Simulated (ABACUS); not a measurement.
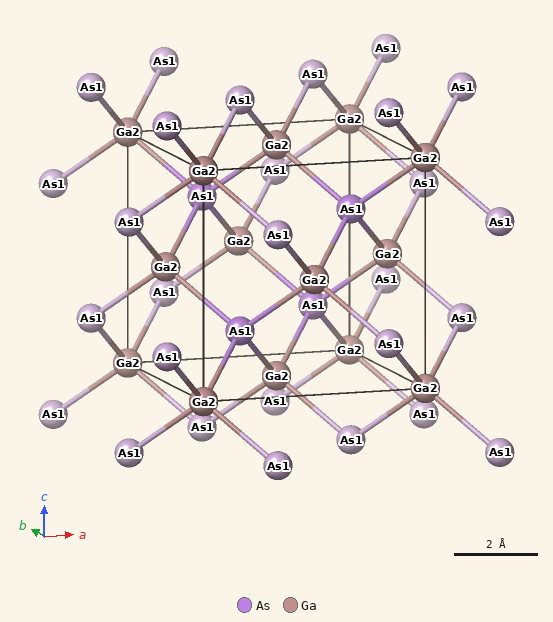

Fig. 1: The input geometry (ball-and-stick view of the cell 4 times as large as that of the calculation, set on its symmetry axes, seen slightly off an axis; neighbours outside the cell are drawn fainter; atoms are numbered from 1 in the order of the input). Near neighbours in the crystal (not all of them lie inside the picture): As has 4 Ga at 2.45 Å; Ga has 4 As at 2.45 Å.

## Run report: GaAs, band-structure run (part 1 of 2)

System: GaAs (F-43m, 2 atoms in the cell).
Method: Kohn-Sham DFT of a periodic cell, WC, PseudoDojo NC SR 0.4 PBEsol stringent, no spin polarisation (ABACUS 3.10.1).

The structure derives from an entry of the Crystallography Open Database.

Input
```
INPUT_PARAMETERS
suffix              GaAs
calculation         scf
basis_type          pw
pseudo_dir          ./
symmetry            1
dft_functional      wc
ecutwfc             114
pseudo_rcut         7
nspin               1
nbands              33
ks_solver           dav
smearing_method     fd
smearing_sigma      0.00367493
scf_thr             1e-08
scf_nmax            100
mixing_type         broyden
mixing_beta         0.7
cal_force           1
cal_stress          1
out_chg             1
kpar                4
```

File STRU
```
ATOMIC_SPECIES
As 74.9216 As.upf
Ga 69.7230 Ga.upf

LATTICE_CONSTANT
1.8897261246

LATTICE_VECTORS
0.0000000000 2.8268500000 2.8268500000
2.8268500000 0.0000000000 2.8268500000
2.8268500000 2.8268500000 0.0000000000

ATOMIC_POSITIONS
Direct

As
0.0
1
0.7500000000 0.7500000000 0.7500000000 1 1 1

Ga
0.0
1
0.0000000000 0.0000000000 0.0000000000 1 1 1
```

File KPT
```
K_POINTS
0
Gamma
6 6 6 0 0 0
```

Machine: 4 threads of Intel Xeon @ 3.00GHz (Skylake/Cascade Lake), 12 GiB of memory available, shared host.

Command:
```bash
OMP_NUM_THREADS=1 mpirun -np 4 abacus > log
```

The program's output
```
ABACUS v3.10.1

               Atomic-orbital Based Ab-initio Computation at UStc

 ------------------------------------------------------------------------------------

 READING GENERAL INFORMATION
                           global_out_dir = OUT.GaAs/
                           global_in_card = INPUT
                               pseudo_dir = ./
                              orbital_dir =
                                    DSIZE = 4
                                    GSIZE = 1

 READING UNITCELL INFORMATION
                                    ntype = 2
                  lattice constant (Bohr) = 1.88973
              lattice constant (Angstrom) = 1

 READING ATOM TYPE 1
                               atom label = As
                      L=0, number of zeta = 1
                      L=1, number of zeta = 1
                      L=2, number of zeta = 1
             number of atom for this type = 1

 READING ATOM TYPE 2
                               atom label = Ga
                      L=0, number of zeta = 1
                      L=1, number of zeta = 1
                      L=2, number of zeta = 1
             number of atom for this type = 1

                        TOTAL ATOM NUMBER = 2
DIRECT COORDINATES
    atom                   x                   y                   z     mag                  vx                  vy                  vz
taud_As1            0.7500000000        0.7500000000        0.7500000000  0.0000        0.0000000000        0.0000000000        0.0000000000
taud_Ga1            0.0000000000        0.0000000000        0.0000000000  0.0000        0.0000000000        0.0000000000        0.0000000000

                          Volume (Bohr^3) = 304.884
                             Volume (A^3) = 45.1791

 Lattice vectors: (Cartesian coordinate: in unit of a_0)
                   +0            +2.82685            +2.82685
             +2.82685                  +0            +2.82685
             +2.82685            +2.82685                  +0
 Reciprocal vectors: (Cartesian coordinate: in unit of 2 pi/a_0)
            -0.176875           +0.176875           +0.176875
            +0.176875           -0.176875           +0.176875
            +0.176875           +0.176875           -0.176875
 The esolver type has been set to : ksdft_pw

                PAO radial cut off (Bohr) = 7

 Read in pseudopotential file is As.upf
                     pseudopotential type = NC
          exchange-correlation functional = PBESOL
                 nonlocal core correction = 1
                        valence electrons = 23
                                     lmax = 2
                           number of zeta = 5
                     number of projectors = 6
                           L of projector = 0
                           L of projector = 0
                           L of projector = 1
                           L of projector = 1
                           L of projector = 2
                           L of projector = 2
 XC functional updated to : wc
          exchange-correlation functional = WC
                PAO radial cut off (Bohr) = 7

 Read in pseudopotential file is Ga.upf
                     pseudopotential type = NC
          exchange-correlation functional = PBESOL
                 nonlocal core correction = 1
                        valence electrons = 21
                                     lmax = 2
                           number of zeta = 5
                     number of projectors = 6
                           L of projector = 0
                           L of projector = 0
                           L of projector = 1
                           L of projector = 1
                           L of projector = 2
                           L of projector = 2
 XC functional updated to : wc
          exchange-correlation functional = WC
     initial pseudo atomic orbital number = 26

 SETUP THE ELECTRONS NUMBER
            electron number of element As = 23
      total electron number of element As = 23
            electron number of element Ga = 21
      total electron number of element Ga = 21
            AUTOSET number of electrons:  = 44
                           occupied bands = 22
                                   NBANDS = 33
                                   NLOCAL = 18

%%%%%%%%%%%%%%%%%%%%%%%%%%%%%%%%%%%%%%%%%%%%%%%%%%%%%%%%%%%%%%%%%%%%%%%%%%%%%%%%%%%%%%%%%%%%%%%%%%%%%%%%%%
 Warning: the number of valence electrons in pseudopotential > 5 for As: [Ar] 3d10 4s2 4p3
 Warning: the number of valence electrons in pseudopotential > 3 for Ga: [Ar] 3d10 4s2 4p1
 Pseudopotentials with additional electrons can yield (more) accurate outcomes, but may be less efficient.
 If you're confident that your chosen pseudopotential is appropriate, you can safely ignore this warning.
%%%%%%%%%%%%%%%%%%%%%%%%%%%%%%%%%%%%%%%%%%%%%%%%%%%%%%%%%%%%%%%%%%%%%%%%%%%%%%%%%%%%%%%%%%%%%%%%%%%%%%%%%%

 SETUP THE PLANE WAVE BASIS
 energy cutoff for charge/potential (unit:Ry) = 456
            fft grid for charge/potential = [ 54, 54, 54 ]
                        fft grid division = [ 1, 1, 1 ]
        big fft grid for charge/potential = [ 54, 54, 54 ]
                                     nbxx = 157464
                                     nrxx = 157464

 SETUP PLANE WAVES FOR CHARGE/POTENTIAL
                    number of plane waves = 50237
                         number of sticks = 1789

 PARALLEL PW FOR CHARGE/POTENTIAL
     PROC   COLUMNS(POT)             PW
        1           1789          50237
 --------------- sum -------------------
        1           1789          50237
                            number of |g| = 442
                                  max |g| = 41.1709
                                  min |g| = 0

----------- Double Check Mixing Parameters Begin ------------
mixing_type: broyden
mixing_beta: 0.7
mixing_gg0: 1
mixing_gg0_min: 0.1
mixing_ndim: 8
----------- Double Check Mixing Parameters End ------------

 LATTICE VECTORS: (CARTESIAN COORDINATE: IN UNIT OF A0)
                   +0            +2.82685            +2.82685
             +2.82685                  +0            +2.82685
             +2.82685            +2.82685                  +0
                       right hand lattice = 1
                                   NORM_A = 3.99777
                                   NORM_B = 3.99777
                                   NORM_C = 3.99777
                           ALPHA (DEGREE) = 60
                           BETA  (DEGREE) = 60
                           GAMMA (DEGREE) = 60

 The lattice vectors have been changed (STRU_SIMPLE.cif)

(for optimal symmetric configuration:)
                             BRAVAIS TYPE = 3
                     BRAVAIS LATTICE NAME = 03. Cubic F (face-centered)
                                    ibrav = 3
                                    IBRAV = 3
                                  BRAVAIS = FACE CENTERED CUBIC
                       LATTICE CONSTANT A = 5.6537
Original cell was already a primitive cell.
                        ROTATION MATRICES = 48
              PURE POINT GROUP OPERATIONS = 24
                   SPACE GROUP OPERATIONS = 24
                                       C2 = 3
                                       C3 = 8
                                       C4 = 0
                                       C6 = 0
                                       S1 = 6
                                       S3 = 0
                                       S4 = 6
                                       S6 = 0
                              POINT GROUP = T_d
                                       C2 = 3
                                       C3 = 8
                                       C4 = 0
                                       C6 = 0
                                       S1 = 6
                                       S3 = 0
                                       S4 = 6
                                       S6 = 0
               POINT GROUP IN SPACE GROUP = T_d

 SETUP K-POINTS
                                    nspin = 1
                   Input type of k points = Monkhorst-Pack(Gamma)
                                   nkstot = 216
                       right hand lattice = 1
(for reciprocal lattice: )
                             BRAVAIS TYPE = 2
                     BRAVAIS LATTICE NAME = 02. Cubic I (body-centered)
                                    ibrav = 2
                       right hand lattice = 1
(for k-lattice: )
                             BRAVAIS TYPE = 2
                     BRAVAIS LATTICE NAME = 02. Cubic I (body-centered)
                                    ibrav = 2
                       right hand lattice = 1
                        ROTATION MATRICES = 48
                               nkstot_ibz = 16
K-POINTS REDUCTION ACCORDING TO SYMMETRY
     IBZ    DIRECT_X    DIRECT_Y    DIRECT_Z  WEIGHT  ibz2bz
       1  0.00000000  0.00000000  0.00000000  0.0046       0
       2  0.16666667  0.16666667  0.16666667  0.0370       1
       3  0.33333333  0.33333333  0.33333333  0.0370       2
       4  0.50000000  0.50000000  0.50000000  0.0185       3
       5  0.16666667  0.16666667  0.00000000  0.0278       7
       6  0.33333333  0.33333333  0.16666667  0.1111       8
       7  0.50000000  0.50000000  0.33333333  0.1111       9
       8  0.50000000  0.33333333  0.33333333  0.1111      10
       9  0.33333333  0.16666667  0.16666667  0.0556      11
      10  0.33333333  0.33333333  0.00000000  0.0278      14
      11  0.50000000  0.50000000  0.16666667  0.1111      15
      12 -0.33333333  0.33333333  0.33333333  0.0556      16
      13  0.50000000  0.50000000  0.00000000  0.0139      21
      14  0.50000000  0.33333333  0.16666667  0.1111      51
      15  0.50000000  0.33333333 -0.33333333  0.1111      52
      16  0.50000000  0.33333333 -0.16666667  0.0556      58

                               nkstot now = 16
[... K-POINTS DIRECT COORDINATES: 16 rows ...]

           k-point number in this process = 4
       minimum distributed K point number = 4
[... stars of the k points ...]

[... K-POINTS CARTESIAN COORDINATES: 4 rows ...]

[... K-POINTS DIRECT COORDINATES: 4 rows ...]

 SETUP PLANE WAVES FOR WAVE FUNCTIONS
     energy cutoff for wavefunc (unit:Ry) = 114
              fft grid for wave functions = [ 54, 54, 54 ]
                    number of plane waves = 7239
                         number of sticks = 499

 PARALLEL PW FOR WAVE FUNCTIONS
     PROC   COLUMNS(POT)             PW
        1            499           7239
 --------------- sum -------------------
        1            499           7239

 SETUP NONLOCAL PSEUDOPOTENTIALS IN PLANE WAVE BASIS
 As non-local projectors:
 projector 1 L=0
 projector 2 L=0
 projector 3 L=1
 projector 4 L=1
 projector 5 L=2
 projector 6 L=2
 Ga non-local projectors:
 projector 1 L=0
 projector 2 L=0
 projector 3 L=1
 projector 4 L=1
 projector 5 L=2
 projector 6 L=2
      TOTAL NUMBER OF NONLOCAL PROJECTORS = 36

 Init Non-Local PseudoPotential table :
 Init Non-Local-Pseudopotential done.

                                     npwx = 6273

 Make real space PAO into reciprocal space.
       max mesh points in Pseudopotential = 701
     dq(describe PAO in reciprocal space) = 0.01
                                    max q = 1286

 number of pseudo atomic orbitals for As is 5
WARNING: norm of atomic wavefunction # 4 of atomic type As is 0.99998, renormalized
WARNING: norm of atomic wavefunction # 5 of atomic type As is 0.998504, renormalized

 number of pseudo atomic orbitals for Ga is 5
WARNING: norm of atomic wavefunction # 4 of atomic type Ga is 0.999668, renormalized
WARNING: norm of atomic wavefunction # 5 of atomic type Ga is 0.98517, renormalized

 -------------------------------------------
 SELF-CONSISTENT
 -------------------------------------------
                                 init_chg = atomic

 PW ALGORITHM --------------- ION=   1  ELEC=   1--------------------------------

 Notice: Threshold on eigenvalues was too large.
 hsover_error=0.44 > DRHO=0.0564426
 Origin diag ethr = 0.01
 New diag ethr = 0.000128279

 Density error is 0.0573214816895
                          Error Threshold = 0.000128278664157
----------------------------------------------------------
     Energy           Rydberg                 eV
----------------------------------------------------------
 E_KohnSham     -1106.7367765553     -15057.9263473054
 E_Harris       -1107.7378597446     -15071.5467828517
 E_Fermi        0.7050569545         9.5927919957
----------------------------------------------------------
```
